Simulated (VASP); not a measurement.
Run report: SiC3, geometry relaxation (part 2 of 3)

Continued. System: SiC3 (R3m, 4 atoms in the cell). Method: Kohn-Sham DFT of a periodic cell, LDA, VASP PAW LDA potentials, recommended, no spin polarisation (VASP 6.6.1); cutoff 300 eV, 5×5×5 k-mesh, Gaussian smearing of 0.02 eV. 

Geometry of the input (Å; fractional positions):
```
0.0000  -2.0180  -2.0180
-2.0180  0.0000  -2.0180
2.0180  2.0180  -4.0360
C  0.8750  0.8750  0.3750
C  0.3750  0.3750  0.8750
C  0.7500  0.7500  0.7500
Si 0.2500  0.2500  0.2500
```

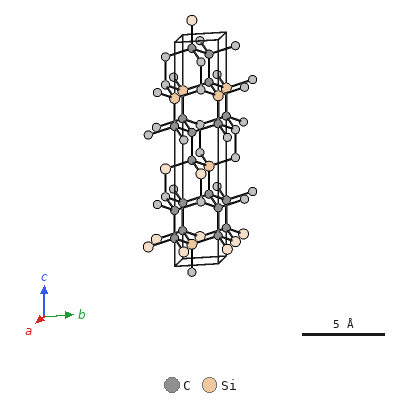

The starting structure (ball-and-stick view of the cell 3 times as large as that of the calculation, set on its symmetry axes, seen slightly off an axis; neighbours outside the cell are drawn fainter).

**Parts of OUTCAR, continued**
```
Automatic generation of k-mesh.
 Grid dimensions read from file:
 generate k-points for:    5    5    5

 Generating k-lattice:

  Cartesian coordinates                     Fractional coordinates (reciprocal lattice)
     0.024777126 -0.074331378 -0.024777126     0.200000000  0.000000000 -0.000000000
    -0.074331378  0.024777126 -0.024777126     0.000000000  0.200000000 -0.000000000
     0.024777126  0.024777126 -0.024777126     0.000000000  0.000000000  0.200000000

  Length of vectors
     0.082176430  0.082176430  0.042915241

  Shift w.r.t. Gamma in fractional coordinates (k-lattice)
     0.000000000  0.000000000  0.000000000

 Subroutine IBZKPT returns following result:
 ===========================================

 Found     19 irreducible k-points:

 Following reciprocal coordinates:
            Coordinates               Weight
  0.000000  0.000000  0.000000      1.000000
  0.200000  0.000000  0.000000      6.000000
  0.400000  0.000000  0.000000      6.000000
  0.200000  0.200000  0.000000      6.000000
  0.400000  0.200000  0.000000     12.000000
 -0.400000  0.200000  0.000000     12.000000
 -0.200000  0.200000  0.000000      6.000000
  0.400000  0.400000  0.000000      6.000000
 -0.400000  0.400000  0.000000      6.000000
  0.000000  0.000000  0.200000      2.000000
  0.400000  0.000000  0.200000      6.000000
 -0.400000  0.000000  0.200000      6.000000
 -0.200000  0.000000  0.200000      6.000000
 -0.400000  0.400000  0.200000     12.000000
 -0.400000 -0.400000  0.200000      6.000000
 -0.200000 -0.400000  0.200000     12.000000
 -0.200000 -0.200000  0.200000      6.000000
  0.000000  0.000000  0.400000      2.000000
 -0.200000  0.000000  0.400000      6.000000
   k-points           NKPTS =     19   k-points in BZ     NKDIM =     19   number of bands    NBANDS=     12
   number of dos      NEDOS =    301   number of ions     NIONS =      4
   total plane-waves  NPLWV =   7168
   dimension x,y,z NGX =    16 NGY =   16 NGZ =   28
   dimension x,y,z NGXF=    32 NGYF=   32 NGZF=   56
   ions per type =               3   1
   NGX,Y,Z   is equivalent  to a cutoff of   9.32,  9.32,  9.42 a.u.
   NGXF,Y,Z  is equivalent  to a cutoff of  18.64, 18.64, 18.83 a.u.
 SYSTEM =  SiC3
   PREC   = accura    normal or accurate (medium, high low for compatibility)
   ISTART =      0    job   : 0-new  1-cont  2-samecut
   ICHARG =      2    charge: 1-file 2-atom 10-const
   ISPIN  =      1    spin polarized calculation?
   LNONCOLLINEAR =      F non collinear calculations
   LSORBIT =      F    spin-orbit coupling
   LASPH  =      T    aspherical Exc in radial PAW
   ENCUT  =  300.0 eV  22.05 Ry    4.70 a.u.   4.03  4.03  6.98*2*pi/ulx,y,z
   NELM   =     60;   NELMIN=  2; NELMDL= -5     # of ELM steps
   EDIFF  = 0.1E-05   stopping-criterion for ELM
   LREAL  =      F    real-space projection
   EDIFFG = -.5E-02   stopping-criterion for IOM
   NSW    =     40    number of steps for IOM
   IBRION =      2    ionic relax: 0-MD 1-quasi-New 2-CG
   NFREE  =      1    steps in history (QN), initial steepest desc. (CG)
   ISIF   =      3    stress and relaxation
   ISYM   =      2    0-nonsym 1-usesym 2-fastsym
   POTIM  = 0.5000    time-step for ionic-motion
   TEBEG  =    0.0;   TEEND  =   0.0 temperature during run
   PSTRESS=    0.0 pullay stress
   NELECT =      16.0000    total number of electrons
   NUPDOWN=      -1.0000    fix difference up-down
   EMIN   =  10.00;   EMAX   =-10.00  energy-range for DOS
   EFERMI =   0.00;   METHOD = LEGACY
   ISMEAR =     0;   SIGMA  =   0.02  broadening in eV -4-tet -1-fermi 0-gaus
   EFERMI_NEDOS =   21; number of points for ismear=-14 and -15
   IALGO  =     38    algorithm
   IMIX   =      4    mixing-type and parameters
     AMIX     =   0.40;   BMIX     =  1.00
     AMIX_MAG =   1.60;   BMIX_MAG =  1.00
  volume/ion in A,a.u.               =       8.22        55.46
  Fermi-wavevector in a.u.,A,eV,Ry     =   1.287782  2.433556 22.563671  1.658383
  Thomas-Fermi vector in A             =   2.419776
   LORBIT       =      0    0 simple, 1 ext, 2 COOP (PROOUT), +10 PAW based schemes
   GGA     = CA    functional components
   LHFCALC =     F    Hartree Fock is set to
   AEXX    =    0.0000 exact exchange contribution
   IVDW    =     0    specifies the selected vdW correction
   LEPSILON=     F    determine dielectric tensor
   LRPA    =     F    only Hartree local field effects (RPA)
 conjugate gradient relaxation of ions
 non-spin polarized calculation
 Gauss-broadening in eV      SIGMA  =   0.02
  energy-cutoff  :      300.00
  volume of cell :       32.87
 maximum number of plane-waves:       398
   NGX =  9   NGY =  9   NGZ = 13

--------------------------------------- Ionic step        1  -------------------------------------------

 number of electron      16.0000010 magnetization

 Free energy of the ion-electron system (eV)
  ---------------------------------------------------
  ext. energy  EPLUGINS =         0.00000000
  ---------------------------------------------------
  free energy    TOTEN  =       -33.83239319 eV

  energy without entropy =      -33.83239319  energy(sigma->0) =      -33.83239319

------------------------ aborting loop because EDIFF is reached ----------------------------------------

  FORCE on cell =-STRESS in cart. coord.  units (eV):
  Direction    XX          YY          ZZ          XY          YZ          ZX
  --------------------------------------------------------------------------------------
  -------------------------------------------------------------------------------------
  Total       -3.4698258     -3.4698258     -3.4698258      0.1225666     -0.1225666     -0.1225666
  in kB     -169.1223630   -169.1223630   -169.1223630      5.9740063     -5.9740063     -5.9740063
  external PRESSURE =    -169.1223630 kB  Pullay stress =       0.0000000 kB

 VOLUME and BASIS-vectors are now :
 -----------------------------------------------------------------------------
  energy-cutoff  :      300.00
  volume of cell :       32.87
      direct lattice vectors                 reciprocal lattice vectors
     0.000000000 -2.017990300 -2.017990300     0.123885630 -0.371656891 -0.123885630
    -2.017990300  0.000000000 -2.017990300    -0.371656891  0.123885630 -0.123885630
     2.017990300  2.017990300 -4.035980600     0.123885630  0.123885630 -0.123885630

 POSITION                                       TOTAL-FORCE (eV/Angst)
 -----------------------------------------------------------------------------------
     -1.00900     -1.00900     -5.04498         2.629982      2.629982     -2.629982
      1.00900      1.00900     -5.04498        -3.153781     -3.153781      3.153781
      0.00000      0.00000     -6.05397        -0.325165     -0.325165      0.325165
      0.00000      0.00000     -2.01799         0.848963      0.848963     -0.848963
 -----------------------------------------------------------------------------------
    total drift:                               -0.000072     -0.000072      0.000058

  FREE ENERGIE OF THE ION-ELECTRON SYSTEM (eV)
  ---------------------------------------------------
  free  energy   TOTEN  =       -33.8323931910 eV

  energy  without entropy=      -33.8323931910  energy(sigma->0) =      -33.83239319

--------------------------------------- Ionic step        2  -------------------------------------------

 number of electron      16.0000003 magnetization

------------------------ aborting loop because EDIFF is reached ----------------------------------------

  FORCE on cell =-STRESS in cart. coord.  units (eV):
  Direction    XX          YY          ZZ          XY          YZ          ZX
  --------------------------------------------------------------------------------------
  -------------------------------------------------------------------------------------
  Total        4.4995900      4.4995900      4.4995900      1.3489534     -1.3489534     -1.3489534
  in kB      249.3255152    249.3255152    249.3255152     74.7464762    -74.7464762    -74.7464762
  external PRESSURE =     249.3255152 kB  Pullay stress =       0.0000000 kB

 VOLUME and BASIS-vectors are now :
 -----------------------------------------------------------------------------
  energy-cutoff  :      300.00
  volume of cell :       28.91
      direct lattice vectors                 reciprocal lattice vectors
     0.000000000 -1.930557568 -1.930557568     0.129695440 -0.388289632 -0.129695440
    -1.930557568  0.000000000 -1.930557568    -0.388289632  0.129695440 -0.129695440
     1.942489824  1.942489824 -3.873047392     0.128898752  0.128898752 -0.128898752

 POSITION                                       TOTAL-FORCE (eV/Angst)
 -----------------------------------------------------------------------------------
     -0.83886     -0.83886     -4.95281        -1.265058     -1.265058      1.265058
      0.82949      0.82949     -4.69061         3.614033      3.614033     -3.614033
     -0.00613     -0.00613     -5.78555        -0.488495     -0.488495      0.488495
      0.04235      0.04235     -1.97290        -1.860480     -1.860480      1.860480
 -----------------------------------------------------------------------------------
    total drift:                               -0.000425     -0.000425      0.000412

  FREE ENERGIE OF THE ION-ELECTRON SYSTEM (eV)
  ---------------------------------------------------
  free  energy   TOTEN  =       -34.1229211854 eV

  energy  without entropy=      -34.1229211854  energy(sigma->0) =      -34.12292119

--------------------------------------- Ionic step        3  -------------------------------------------

 number of electron      15.9999999 magnetization

 E-fermi :   9.7996     XC(G=0): -12.5145     alpha+bet :-17.9134

 val. band max:        9.6773150321   @ k =   0.0000   0.0000   0.0000
 cond. band min:      11.5662360514   @ k =  -0.4000  -0.4000   0.2000
 fundamental gap:      1.8889210194
 Fermi energy:         9.7995904908

 k-point     1 :       0.0000    0.0000    0.0000
  band No.  band energies     occupation
      1      -9.1121      2.00000
      2      -4.1424      2.00000
      3      -1.5410      2.00000
      4       6.7443      2.00000
      5       6.7443      2.00000
      6       9.6485      2.00000
      7       9.6485      2.00000
      8       9.6773      2.00000
      9      14.1779      0.00000
     10      14.7327      0.00000
     11      14.7912      0.00000
     12      14.7912      0.00000

 k-point     2 :       0.2000    0.0000    0.0000
  band No.  band energies     occupation
      1      -8.2789      2.00000
      2      -3.5748      2.00000
      3      -0.6235      2.00000
      4       3.6716      2.00000
      5       5.7560      2.00000
      6       6.7484      2.00000
      7       8.5692      2.00000
      8       8.7185      2.00000
      9      13.9441      0.00000
     10      14.9884      0.00000
     11      16.7978      0.00000
     12      16.8212      0.00000

 k-point     3 :       0.4000    0.0000    0.0000
  band No.  band energies     occupation
      1      -5.9346      2.00000
      2      -2.5535      2.00000
      3      -0.5958      2.00000
      4       2.1111      2.00000
      5       2.8047      2.00000
      6       4.6003      2.00000
      7       6.0955      2.00000
      8       7.3825      2.00000
      9      13.1450      0.00000
     10      14.0990      0.00000
     11      16.8271      0.00000
     12      19.0385      0.00000

 k-point     4 :       0.2000    0.2000    0.0000
  band No.  band energies     occupation
      1      -8.2161      2.00000
      2      -3.9455      2.00000
      3      -0.1655      2.00000
      4       3.8478      2.00000
      5       5.6013      2.00000
      6       6.2377      2.00000
      7       8.8053      2.00000
      8       8.9266      2.00000
      9      13.6935      0.00000
     10      15.2916      0.00000
     11      16.2964      0.00000
     12      16.8110      0.00000

 k-point     5 :       0.4000    0.2000    0.0000
  band No.  band energies     occupation
      1      -6.5647      2.00000
      2      -2.9793      2.00000
      3       0.4016      2.00000
      4       2.4368      2.00000
      5       2.9524      2.00000
      6       4.4978      2.00000
      7       6.0031      2.00000
      8       7.7416      2.00000
      9      14.3975      0.00000
     10      16.0758      0.00000
     11      16.3206      0.00000
     12      17.5940      0.00000

 [... the levels of 13 k-points are left out ...]

 k-point    19 :      -0.2000    0.0000    0.4000
  band No.  band energies     occupation
      1      -7.5579      2.00000
      2      -5.7994      2.00000
      3       2.8111      2.00000
      4       4.0396      2.00000
      5       5.5162      2.00000
      6       5.6550      2.00000
      7       7.0561      2.00000
      8       8.7156      2.00000
      9      13.2116      0.00000
     10      15.3426      0.00000
     11      16.8194      0.00000
     12      17.2026      0.00000

------------------------ aborting loop because EDIFF is reached ----------------------------------------

  FORCE on cell =-STRESS in cart. coord.  units (eV):
  Direction    XX          YY          ZZ          XY          YZ          ZX
  --------------------------------------------------------------------------------------
  -------------------------------------------------------------------------------------
  Total       -0.1774796     -0.1774796     -0.1774796      0.0364584     -0.0364584     -0.0364584
  in kB       -9.2983444     -9.2983444     -9.2983444      1.9100958     -1.9100958     -1.9100958
  external PRESSURE =      -9.2983444 kB  Pullay stress =       0.0000000 kB

 VOLUME and BASIS-vectors are now :
 -----------------------------------------------------------------------------
  energy-cutoff  :      300.00
  volume of cell :       30.58
      direct lattice vectors                 reciprocal lattice vectors
     0.000000000 -1.968297939 -1.968297939     0.127122414 -0.380930752 -0.127122414
    -1.968297939  0.000000000 -1.968297939    -0.380930752  0.127122414 -0.127122414
     1.975079632  1.975079632 -3.943377571     0.126685923  0.126685923 -0.126685923

 POSITION                                       TOTAL-FORCE (eV/Angst)
 -----------------------------------------------------------------------------------
     -0.91326     -0.91326     -4.99164         1.244600      1.244600     -1.244600
      0.90812      0.90812     -4.84472         0.751747      0.751747     -0.751747
     -0.00336     -0.00336     -5.90153        -1.045803     -1.045803      1.045803
      0.02376      0.02376     -1.99206        -0.950544     -0.950544      0.950544
 -----------------------------------------------------------------------------------
    total drift:                               -0.000120     -0.000120      0.000100

  FREE ENERGIE OF THE ION-ELECTRON SYSTEM (eV)
  ---------------------------------------------------
  free  energy   TOTEN  =       -34.7080912948 eV

  energy  without entropy=      -34.7080912948  energy(sigma->0) =      -34.70809129

[... ionic steps 4 to 10 ...]

--------------------------------------- Ionic step       11  -------------------------------------------

 number of electron      16.0000001 magnetization

------------------------ aborting loop because EDIFF is reached ----------------------------------------
```
